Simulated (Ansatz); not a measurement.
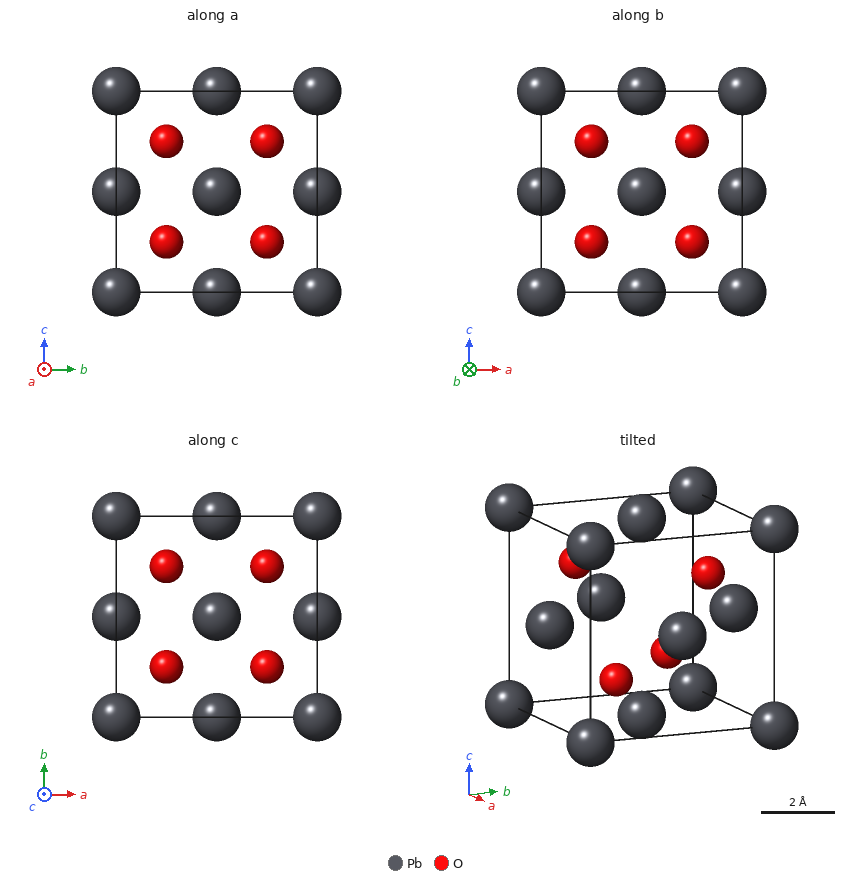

Shown here is a spheres-only view of the crystal, taken along the a axis, along the b axis, along the c axis and slightly off an axis. The conventional unit cell is outlined; an atom on or near a face, edge or corner is repeated at each equivalent position.

Lattice parameters: a = 5.563 Å, b = 5.563 Å, c = 5.563 Å, α = 90.00°, β = 90.00°, γ = 90.00°. Put a along x and b in the xy plane.

### From the views, write a POSCAR file.

```
Pb O
1.0
     5.563    0.000    0.000
     0.000    5.563    0.000
     0.000    0.000    5.563
Pb O
4 4
Direct
  0.0000 0.0000 0.0000
  0.0000 0.5000 0.5000
  0.5000 0.0000 0.5000
  0.5000 0.5000 0.0000
  0.2500 0.2500 0.7500
  0.2500 0.7500 0.2500
  0.7500 0.2500 0.2500
  0.7500 0.7500 0.7500
```

It goes back to a structure type filled with these elements by a generator (whether the compound takes this form wasn't checked). Earlier steps of the study may have refined or changed the cell and positions. A calculation with Ansatz used it as input.
